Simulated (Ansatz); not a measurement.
Geometry relaxation, with input and output: TiSe (part 2 of 2)

The same run, continued: TiSe (P6₃/mmc, 4 atoms in the cell); DFT r2SCAN, scalar-relativistic, plane waves, PAW, spin-polarised (Ansatz 0.2.0); cutoff 500 eV, 15×15×8 k-mesh, Gaussian smearing of 0.1 eV, collinear spins. The structure derives from an entry of the Crystallography Open Database. It belongs to a series of runs on one base structure; here: volume × 1.03, shape and atoms relaxed.

Geometry of the input (Å; fractional positions):
```
3.6208  0.0000  0.0000
-1.8104  3.1357  0.0000
0.0000  0.0000  6.5169
Ti 0.0000  0.0000  0.0000
Ti 0.0000  0.0000  0.5000
Se 0.3333  0.6667  0.2500
Se 0.6667  0.3333  0.7500
```

### Output, continued
```
SCF iter   1: F=—  HF=-15969.861893 eV  |F-HF|=—  |Δ(HF+E_count)|=         —  Δρ=3.25e-5 (↑3.25e-5 ↓2.59e-5)  dr2=1.19e-7  dr2_τ=8.95e-8  dr2_m=9.58e-8  M=2.282 μB ∫|m|=2.425 μB  β_m=1.00  ethr=1.88e-8  ⟨swp⟩=3.4  Hψ=57064  notcnv=0
preconditioner: auto → Kerker (q_TF=auto, 2.106 Å⁻¹)  [metal: Δε(μ)=0.002 eV  Ē_g=7.801 eV  σ=0.100 eV  W_gap=0.01  n_scr=10 (ndim 8)  ℏωp=19.3 eV  f_vac=0.000  D(μ)=3.22/eV (n_scr^D=34)]
spin=Collinear: Kerker preconditioning applied to the charge; magnetization (m = ρ↑ − ρ↓) channel mixes plain (no charge-response kernel on spin).
SCF iter   2: F=—  HF=-15969.861910 eV  |F-HF|=—  |Δ(HF+E_count)|=   1.68e-5  Δρ=1.95e-5 (↑1.88e-5 ↓1.95e-5)  dr2=7.29e-8  dr2_τ=6.90e-8  dr2_m=7.92e-9  M=2.282 μB ∫|m|=2.425 μB  β_m=1.00  ethr=2.13e-10  ⟨swp⟩=3.0  Hψ=17165  notcnv=0  κ⁻¹=1.0e0(r=1)
SCF iter   3: F=—  HF=-15969.861914 eV  |F-HF|=—  |Δ(HF+E_count)|=   3.89e-6  Δρ=1.46e-5 (↑1.41e-5 ↓1.46e-5)  dr2=4.41e-8  dr2_τ=3.88e-8  dr2_m=2.79e-9  M=2.281 μB ∫|m|=2.425 μB  β_m=1.00  ethr=1.30e-10  ⟨swp⟩=1.6  Hψ=10413  notcnv=0  κ⁻¹=2.7e-2(r=2)
SCF iter   4: F=—  HF=-15969.861919 eV  |F-HF|=—  |Δ(HF+E_count)|=   5.03e-6  Δρ=2.92e-6 (↑2.92e-6 ↓2.55e-6)  dr2=7.06e-9  dr2_τ=8.55e-10  dr2_m=9.63e-10  M=2.281 μB ∫|m|=2.425 μB  β_m=1.00  ethr=7.88e-11  ⟨swp⟩=2.0  Hψ=17104  notcnv=0  κ⁻¹=2.6e-3(r=3)
SCF iter   5: F=—  HF=-15969.861919 eV  |F-HF|=—  |Δ(HF+E_count)|=   1.02e-7  Δρ=1.53e-6 (↑1.53e-6 ↓1.21e-6)  dr2=3.05e-9  dr2_τ=4.64e-11  dr2_m=4.29e-10  M=2.281 μB ∫|m|=2.425 μB  β_m=1.00  ethr=1.26e-11  ⟨swp⟩=2.0  Hψ=13279  notcnv=0  κ⁻¹=1.6e-3(r=4)
SCF iter   6: F=—  HF=-15969.861919 eV  |F-HF|=—  |Δ(HF+E_count)|=   2.64e-9  Δρ=7.99e-7 (↑6.32e-7 ↓7.99e-7)  dr2=4.87e-10  dr2_τ=4.74e-11  dr2_m=2.38e-11  M=2.281 μB ∫|m|=2.425 μB  β_m=1.00  ethr=5.45e-12  ⟨swp⟩=2.0  Hψ=17114  notcnv=0  κ⁻¹=2.5e-4(r=5)
SCF iter   7: F=—  HF=-15969.861919 eV  |F-HF|=—  |Δ(HF+E_count)|=   4.68e-9  Δρ=4.19e-7 (↑3.58e-7 ↓4.19e-7)  dr2=7.57e-11  dr2_τ=1.49e-11  dr2_m=2.01e-11  M=2.282 μB ∫|m|=2.425 μB  β_m=1.00  ethr=1.00e-12  ⟨swp⟩=2.0  Hψ=17072  notcnv=0  κ⁻¹=1.3e-4(r=6)
SCF iter   8: F=—  HF=-15969.861919 eV  |F-HF|=—  |Δ(HF+E_count)|=   1.96e-9  Δρ=2.08e-7 (↑2.08e-7 ↓1.41e-7)  dr2=3.04e-11  dr2_τ=1.38e-12  dr2_m=6.07e-12  M=2.281 μB ∫|m|=2.425 μB  β_m=1.00  ethr=1.00e-12  ⟨swp⟩=2.2  Hψ=11990  notcnv=0  κ⁻¹=1.6e-5(r=7)
SCF iter   9: F=-15969.861919 eV  HF=-15969.861919 eV  |F-HF|=7.28e-12  |Δ(HF+E_count)|=  2.26e-10  Δρ=1.05e-7 (↑1.05e-7 ↓6.92e-8)  dr2=2.62e-11  dr2_τ=2.39e-13  dr2_m=7.56e-13  M=2.281 μB ∫|m|=2.425 μB  ethr=1.00e-12  ⟨swp⟩=4.0  Hψ=37366  notcnv=0
SCF 4 converged in 9 iterations: F = -15969.861919 eV  dr2 = 2.62e-11
relax step   4: F+E_penalty+E_count = -15969.86191874 eV  Δ(F+E_penalty+E_count) = -1.974e-6 eV  max|allowed force component| = 1.590e-17 eV/Å  Δτ_max = 0.0000 Å  P = -1.904 GPa  Ω = 73.992 Å³  fix = [volume]  reactions: volume -1.904 GPa  stress off target by 2.97e-3 GPa on what of the cell is left free  SCF on the basis re-selected at this cell (its energy is not comparable with the rows above)  (9 SCF iters)
```

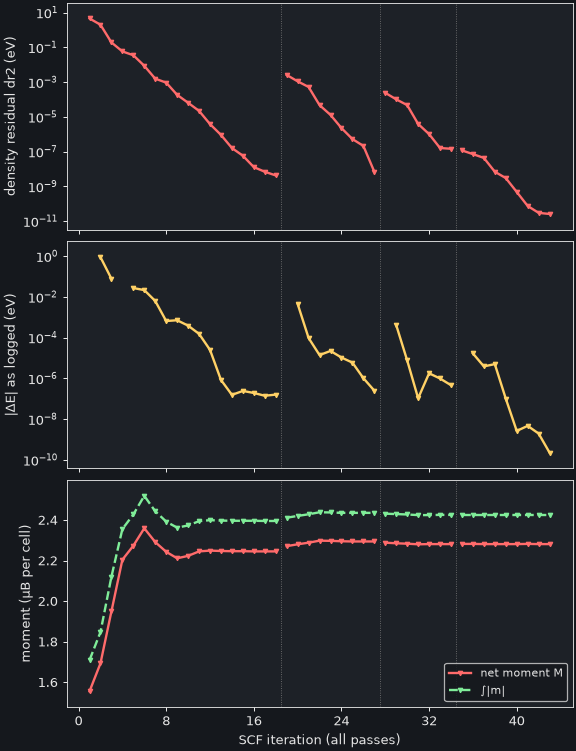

Figure 1. Convergence of the self-consistent field: density residual dr2, size of the energy change and magnetic moment against the SCF iteration. The dotted lines part the SCF passes of the relaxation: geometry steps, rejected trials and re-solves on a re-selected basis. The passes take 18, 9, 7 and 9 iterations. The net moment goes from 1.6 to 2.3 μB per cell.

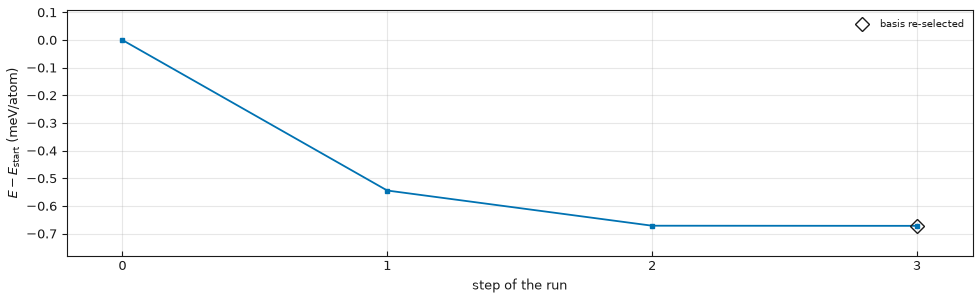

Figure 2. Progress of the relaxation, step by step (the first geometry is step 0 here and step 1 in the log).

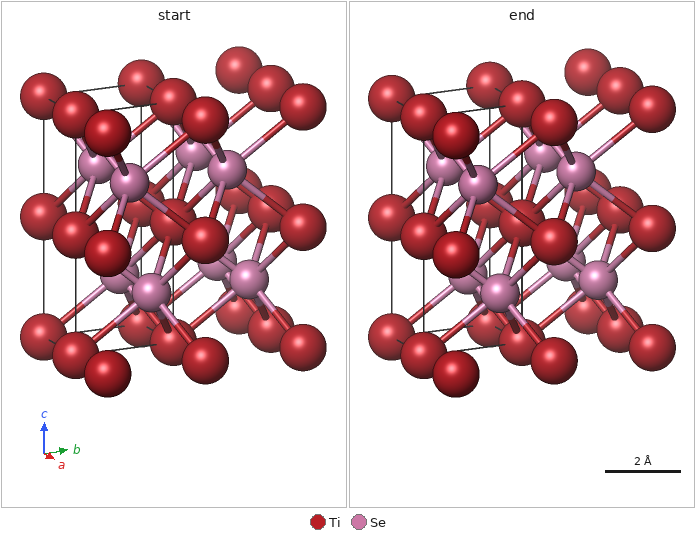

Figure 3. Before (left) and after (right) the relaxation, at one scale (ball-and-stick view of the cell of the calculation, repeated 2 × 2 × 1, seen slightly off an axis). No atom moves by more than 0.005 Å relative to the cell. The drawn cell changes at constant volume: a = b 3.621 → 3.638 Å (+0.5 %), c 6.517 → 6.455 Å (−0.9 %). The space group stays P6_3/mmc (No. 194). After 2 geometry steps the energy has fallen by 0.7 meV per atom. All forces vanish by symmetry, so only the cell relaxes. Pressure: −2.25 GPa at the start and −1.90 GPa at the end. A last SCF at the same geometry on a re-selected plane-wave basis shifts the energy by next to nothing (0.0 meV per atom). (Atoms are counted from 1 in the order of the input.)

```
basis re-selected at this cell: Δ(F+E_penalty+E_count) = -1.974e-6 eV, ΔP = -0.000 GPa vs the last step (what re-selecting the basis moved, of the pressure what is left beyond the Pulay correction that the steps carried, after the strain that the cell walked since its last selection, with what the two solves' SCF thresholds leave and, on support functions, any second-order correction that the steps lacked; it is no measure of the basis error at this ecutwfc). This SCF's stress stands 2.97e-3 GPa from its target on what of the cell is left free (relax.cell.stress_tol is 1.00e-1 GPa) and its largest allowed force component is 1.59e-17 eV/Å (relax.f_tol is 1.00e-2 eV/Å): within both
an SCF from antiferromagnetic starting moments (-0.97, 0.97, 0.00, 0.00 Bohr magnetons, atom by atom) was not made, so that it is not known whether that order lies lower: the deck asks for what bars it, or types moments that do (magnetization.spin_polarized, in the input reference, names some of the keys), or the run goes by scf.lower_state_search: light, the default, which as a rule tries one only behind a close that has lost an order of both signs, or on which an open d or half-filled 4f shell of a PAW file has lost a moment that was set nearer to Hund's than to what is left; or, under a Hubbard U, one that names an f shell that the input leaves bare beside given moments, or a larger moment for a shell of low spin that is given one. standard, with a start from the atoms, tries one behind each close (in a relaxation, ahead of its steps or at their end). To set out from that order, type those moments (crystal.atoms[].spin; where shells were raised to Hund's moment, beside crystal.symmetry.detect: false) under scf.lower_state_search: light. The bands of the close that named these starting moments, or of the one ahead of a search that led to it (under cold or Methfessel-Paxton smearing those of the Gaussian ahead of it) read a cost of +87.81 meV for the turn to them, carried on from a small turn (+87.81 by the pairs of d shells alone)
SCF converged after 9 iterations
Stability not checked: this state was not tested for a lower state beside it, because the mixer in use, unlike msr1, does not test its closes by its own steps (another_mixer; see scf.mixing.algorithm and scf.lower_state_search)
Magnetization: 2.2815 μB (29.1407 up, 26.8593 down)
Absolute magnetization: 2.4146 μB (∫|ρ↑−ρ↓|, with the PAW one-centre terms)
Spin contamination: 0.0576 ħ² per cell (⟨S²⟩ above its minimum at these occupations)
Per-site moments (μB) at R_I (Å): [(0.9021075074392864, 1.0926354569286867), (0.9021075074392869, 1.0926354569286867), (-0.021529084977976058, 1.0926354569286867), (-0.02152908497797598, 1.092635456928687)]
Free energy (F): -15969.861919 eV
Harris-Foulkes:  -15969.861919 eV  (|F-HF|=7.28e-12)
Internal energy: -15969.845809 eV  (E = F + TS)
E sigma→0 (E₀):  -15969.853864 eV
Entropy (-TS):   -0.016110 eV (-4.028 meV/atom)
Fermi energy:    13.525125 eV
--- Per-component energies (eV) ---
  E_band       = -1022.833090
  E_kinetic    = 788.097925
  E_local      = -5985.776754  (includes V_loc(G=0)·N_el)
  E_nonlocal   = -1170.059649
  E_hartree    = 2873.821873
  E_xc         = -385.101067
  E_vxc        = -480.168153  (∫ρ·V_xc dr)
  E_paw        = -5966.772357  (= ΣΔE_a)
  E_vpaw       = 49.044976  (= ΣTr[D̂ρ^β])
  E_aug_tail   = -0.000228  (compensation charges beyond the density's cutoff)
  E_vtau       = 28.384975  (kinetic-family band-sum trace: ∫τ·v_τ [+ j·A + Jᵃ·Aᵃ] dr)
  E_ewald      = -6120.019097
  E_core_change = -4.036455  (= ΣΔE_core)
  E_smearing   = -0.016110  (= −TS)
  E_closure    = 0.000000  (closes the sum)
  Σ components = -15969.861919   (vs F -15969.861919, Δ=0.00e0)
--- Forces (eV/Å), atoms counted from 1 ---
  atom   1  Ti     0.00000000     0.00000000     0.00000000
  atom   2  Ti     0.00000000     0.00000000     0.00000000
  atom   3  Se     0.00000000    -0.00000000     0.00000000
  atom   4  Se    -0.00000000     0.00000000     0.00000000
  max |Σ_I F_I| component: 2.31e-18 eV/Å
--- Stress (GPa, compression-positive) ---
       -1.902533       0.000000      -0.000000
        0.000000      -1.902533      -0.000000
       -0.000000      -0.000000      -1.906980
  P = ⅓ Tr σ = -1.9040 GPa (-19.040 kbar)
--- Band table (eV; the first three rows and the last of 270) ---
  k-point 0 ↑: bands = ["-46.8212", "-46.8087", "-36.2581", "-36.2581", "-36.2578", "-36.2578", "-36.2521", "-36.2517", "-36.2390", "-36.2390", "-36.2388", "-36.2388", "-22.1317", "-22.1317", "-22.1156", "-22.1156", "-22.0498", "-21.8923", "-2.7519", "-1.5244", "5.6647", "9.2195", "9.2195", "10.6585", "11.4658", "11.4658", "11.6523", "12.4290", "12.4290", "12.7912", "12.7912", "14.0042", "14.0042", "15.3788", "16.4254"]
  k-point 1 ↑: bands = ["-46.8207", "-46.8092", "-36.2581", "-36.2581", "-36.2579", "-36.2579", "-36.2521", "-36.2518", "-36.2390", "-36.2390", "-36.2388", "-36.2388", "-22.1311", "-22.1311", "-22.1162", "-22.1162", "-22.0439", "-21.8984", "-2.7140", "-1.5841", "5.8037", "9.2678", "9.2678", "10.1925", "11.2452", "11.2452", "11.9749", "12.4608", "12.4608", "12.9427", "12.9427", "14.0722", "14.0722", "15.1369", "16.6739"]
  k-point 2 ↑: bands = ["-46.8193", "-46.8105", "-36.2581", "-36.2581", "-36.2579", "-36.2579", "-36.2521", "-36.2518", "-36.2390", "-36.2390", "-36.2389", "-36.2389", "-22.1294", "-22.1294", "-22.1179", "-22.1179", "-22.0270", "-21.9156", "-2.6033", "-1.7461", "6.2019", "9.3533", "9.4117", "9.4117", "10.8118", "10.8118", "12.4622", "12.5529", "12.5529", "13.0814", "13.0814", "14.3723", "14.3723", "14.6267", "16.5876"]
  k-point 134 ↓: bands = ["-45.6889", "-45.6889", "-36.2619", "-36.2619", "-36.2613", "-36.2613", "-36.2580", "-36.2580", "-36.2440", "-36.2440", "-36.2440", "-36.2440", "-21.0602", "-21.0602", "-20.8982", "-20.8982", "-20.8960", "-20.8960", "-1.1971", "-1.1971", "7.3234", "7.3234", "7.7208", "7.7208", "8.7464", "8.7464", "14.1516", "14.1516", "14.6847", "14.6847", "15.3903", "15.3903", "15.7784", "15.7784", "17.6090"]
--- Relaxed structure (3 steps of the walk, 3 accepted, 1 SCFs on fresh bases) ---
  F+E_penalty+E_count = -15969.86191874 eV   max|allowed force component| = 1.590e-17 eV/Å   (the final SCF, on the basis selected at the relaxed cell)
  cell:  # Å, volume = 73.9922 Å³
    - [3.6381402205594875, 0.0, 0.0]
    - [-1.8190701102797437, 3.150721853534437, 0.0]
    - [0.0, 0.0, 6.455001286081286]
  atoms:
    - { symbol: Ti, position: [2.3066328316301484e-34, 3.590767727783079e-35, -1.3999081869614494e-49] }
    - { symbol: Ti, position: [2.408997702266281e-34, 5.638065140505726e-35, 0.4999999999999999] }
    - { symbol: Se, position: [0.33333333333333337, 0.6666666666666669, 0.24999999999999994] }
    - { symbol: Se, position: [0.6666666666666667, 0.33333333333333337, 0.7499999999999998] }
--- Löwdin populations: 4 sites ---
  site symbol       q [e]    m [muB]
     0     Ti     11.4304     1.1812
     1     Ti     11.4304     1.1812
     2     Se     16.4401    -0.0675
     3     Se     16.4401    -0.0675
  spilling = 0.004626 (of n_electrons = 56.000000)
```

### Trajectory as extended XYZ (Å, eV, eV/Å), 4 frames, from step=1 to step=4
```
4
Lattice="3.6208 0.0000 0.0000 -1.8104 3.1357 0.0000 0.0000 0.0000 6.5169" Properties=species:S:1:pos:R:3:forces:R:3 step=1 energy=-15969.85923 pressure_GPa=-2.25
Ti    0.0000    0.0000    0.0000    0.0000   0.0000   0.0000
Ti    0.0000    0.0000    3.2584    0.0000   0.0000   0.0000
Se    0.0000    2.0905    1.6292    0.0000   0.0000   0.0000
Se    1.8104    1.0452    4.8877    0.0000   0.0000   0.0000
4
Lattice="3.6458 0.0000 0.0000 -1.8229 3.1573 0.0000 0.0000 0.0000 6.4280" Properties=species:S:1:pos:R:3:forces:R:3 step=2 energy=-15969.86141 pressure_GPa=-1.76
Ti    0.0000    0.0000    0.0000    0.0000   0.0000   0.0000
Ti    0.0000    0.0000    3.2140    0.0000   0.0000   0.0000
Se    0.0000    2.1049    1.6070    0.0000   0.0000   0.0000
Se    1.8229    1.0524    4.8210    0.0000   0.0000   0.0000
4
Lattice="3.6381 0.0000 0.0000 -1.8191 3.1507 0.0000 0.0000 0.0000 6.4550" Properties=species:S:1:pos:R:3:forces:R:3 step=3 energy=-15969.86192 pressure_GPa=-1.90
Ti    0.0000    0.0000    0.0000    0.0000   0.0000   0.0000
Ti    0.0000    0.0000    3.2275    0.0000   0.0000   0.0000
Se    0.0000    2.1005    1.6138    0.0000   0.0000   0.0000
Se    1.8191    1.0502    4.8413    0.0000   0.0000   0.0000
4
Lattice="3.6381 0.0000 0.0000 -1.8191 3.1507 0.0000 0.0000 0.0000 6.4550" Properties=species:S:1:pos:R:3:forces:R:3 step=4 energy=-15969.86192 pressure_GPa=-1.90
Ti    0.0000    0.0000    0.0000    0.0000   0.0000   0.0000
Ti    0.0000    0.0000    3.2275    0.0000   0.0000   0.0000
Se    0.0000    2.1005    1.6138    0.0000   0.0000   0.0000
Se    1.8191    1.0502    4.8413    0.0000   0.0000   0.0000
```

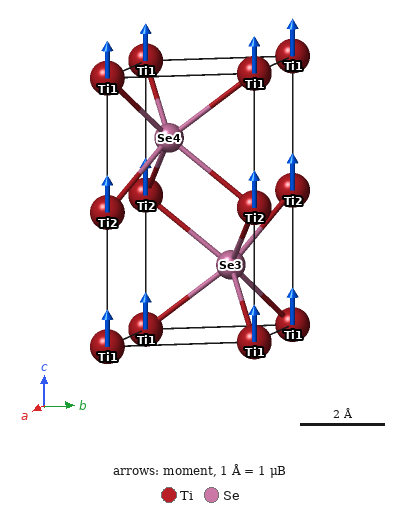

Figure 4. Magnetic moments of the sites as blue arrows (ball-and-stick view of the cell of the calculation, seen slightly off an axis; atoms are numbered from 1 in the order of the input); small moments hardly show. The run is collinear, so the axis drawn is arbitrary. Site moments: Ti1, Ti2 (0.90 μB). They are counted near the atoms and needn't add up to the moment of the cell.

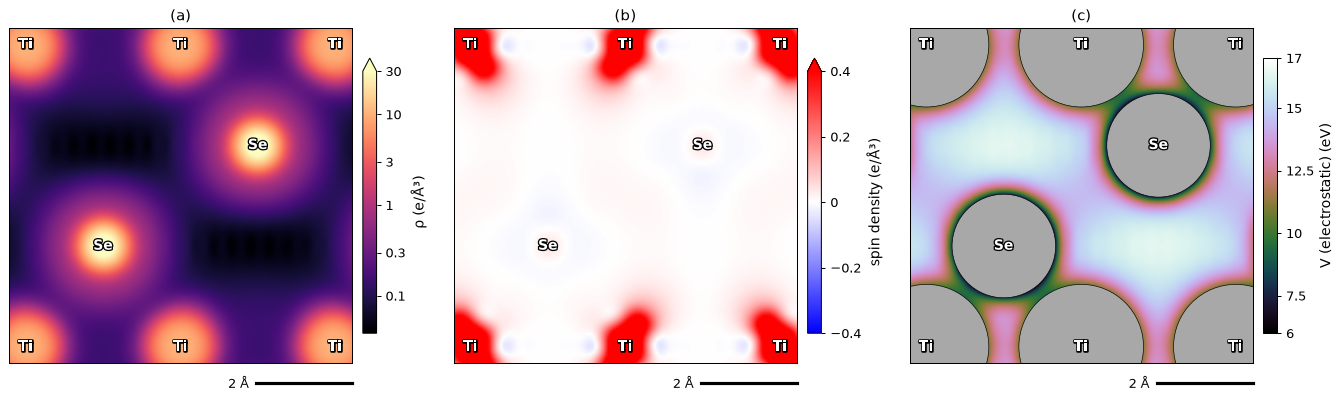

Figure 5. (a) valence pseudo-density; (b) spin density (up minus down); (c) electrostatic potential energy of an electron on the (110) plane of the conventional cell. Grey discs, where drawn, cover atomic cores. The plane passes through Ti and Se nuclei. Ti–Se (2.65 Å): ρ is about 0.32 e/Å³ halfway, with its minimum of 0.28 e/Å³ about 1.2 Å from Ti. Away from the nuclei the density in this plane falls to 0.04 e/Å³ at its lowest. The cell of the calculation (4 atoms) carries 2.3 μB net. Outside the cores the potential energy rises away from the atoms and is highest about 2.1 Å from the nearest atoms; outside the discs it spans about 10 eV, and its zero is arbitrary. Core electrons are frozen (PAW), so the fields are smoothed inside the atomic spheres.

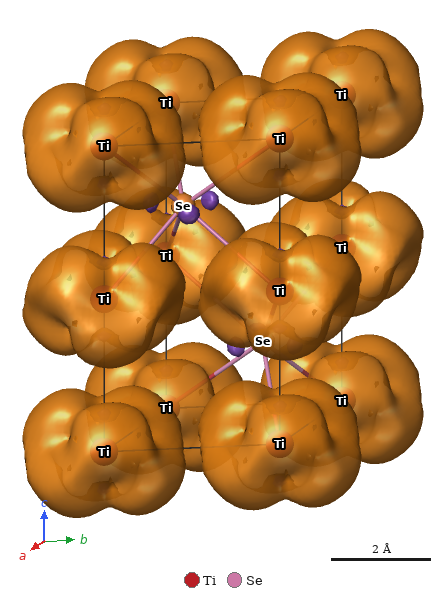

Figure 6. Isosurfaces of the magnetisation density (up minus down) at +0.015 (orange) and −0.015 e/Å³ (purple), seen slightly off an axis. Sticks mark near contacts. The outline is the cell set on symmetry axes. The cell of the calculation (4 atoms) carries 2.3 μB net.

### Summary

```json
{"quantity": "outcome", "value": "converged"}
{"quantity": "space group (tolerance 0.01 Å)", "value": "P6₃/mmc (194)"}
{"quantity": "electrons treated", "value": "56"}
{"quantity": "free energy", "value": "−15969.8619 eV"}
{"quantity": "Fermi energy", "value": "13.525 eV"}
{"quantity": "gap on the k-point mesh", "value": "none (metallic)"}
{"quantity": "net moment of the cell", "value": "2.28 μB"}
{"quantity": "integrated absolute moment", "value": "2.41 μB"}
{"quantity": "pressure", "value": "−1.90 GPa"}
{"quantity": "final volume", "value": "73.99 Å³"}
{"quantity": "largest force (length of the vector) at the end", "value": "under 0.001 eV/Å"}
{"quantity": "final cell", "value": "a = 3.638 Å, b = 3.638 Å, c = 6.455 Å, α = 90.00°, β = 90.00°, γ = 120.00°"}
{"quantity": "wall time", "value": "3.2 min"}
{"quantity": "peak memory", "value": "1 GiB"}
```

### Remarks

The electronic state found may not be the lowest one.
